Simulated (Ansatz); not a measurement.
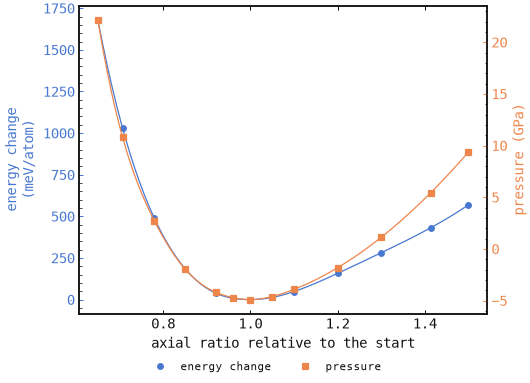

The plot gives the computed energy change and pressure against relative axial ratio for Sb, space group Pm-3m (No. 221).

Cell as given: a = 3.160 Å, b = 3.160 Å, c = 3.160 Å, α = 90.00°, β = 90.00°, γ = 90.00°; 1 atom.

How it was computed, with Ansatz 0.2.0: deformation of a crystal at fixed volume, lengths along the axis scaled against those across it, fractional coordinates fixed, by plane-wave density functional theory with PAW datasets, free energies less that of the undisturbed cell, pressure positive in compression; scalar-relativistic. Level: PBEsol, no spin polarisation.

```tsv
setting	value
wave cutoff	420 eV
k mesh	16×16×16
occupations	Gaussian
smearing width	0.15 eV
k shift	(0, 0, 0) (mesh steps)
start	as given
path	tetragonal
axis direction	(0, 0, 1) (Cartesian unit vector)
```

Tabulate the plotted points.

```
axial ratio relative to the start  energy change (meV/atom)  pressure (GPa)
                            0.650                      1682            22.2
                            0.707                      1029            10.8
                            0.780                       487             2.7
                            0.850                       186            -1.9
                            0.920                        39            -4.2
                            0.960                         8            -4.7
                            1.000                         0            -4.9
                            1.050                        13            -4.6
                            1.100                        48            -3.9
                            1.200                       158            -1.8
                            1.300                       282             1.1
                            1.414                       432             5.5
                            1.500                       569             9.4
```

Limits of the calculation: reference crystal is not relaxed.
